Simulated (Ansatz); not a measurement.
Geometry optimisation.

```
crystal:
  lattice:
    - [2.9158727642, 0.0, 0.0]
    - [0.0, 2.9158727642, 0.0]
    - [0.0, 0.0, 2.9158727642]
  atoms:
    - { symbol: Ga, position: [0.5, 0.5, 0.5] }
    - { symbol: Co, position: [0.0, 0.0, 0.0], spin: 2.0 }
magnetization:
  spin_polarized: true
kpoints:
  mp_grid: { grid: [11, 11, 11] }
scf:
  occupations: { method: gaussian, width: 0.025 }
hamiltonian:
  xc: pbesol
  pseudopotentials: { kind: paw }
output:
  forces: true
  stress: true
  efg: { contact_densities: true }
relax:
  f_tol: 0.001
  max_steps: 80
  cell: {}
  max_displacement: 0.05
```

Run as:
```bash
ansatz run input.yaml --threads 1 --pin off --max-ram 3072MiB --backend cpu --events-out ev --progress --plain --runs-dir out
```

### How does the optimisation go?

The optimisation met its thresholds at geometry 4, counting the start as the first. The energy fell by about 43 meV/atom from the first step to the last. All forces vanish by symmetry, so only the cell moves. The volume shrinks from 12.40 to 11.45 Å³ per atom (−7.6 %).

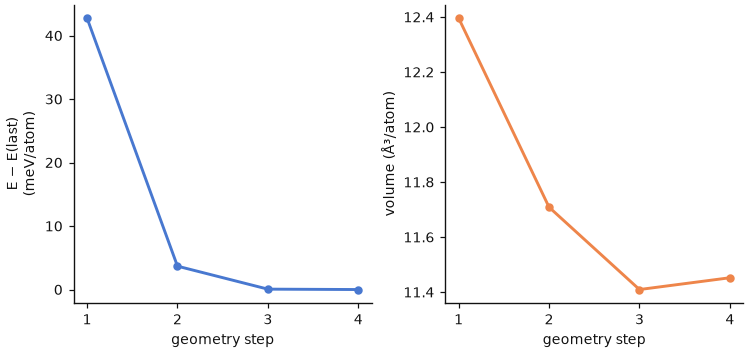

History of the run, step by step. Atoms and cell relax. A closing SCF on a freshly chosen basis isn't drawn.
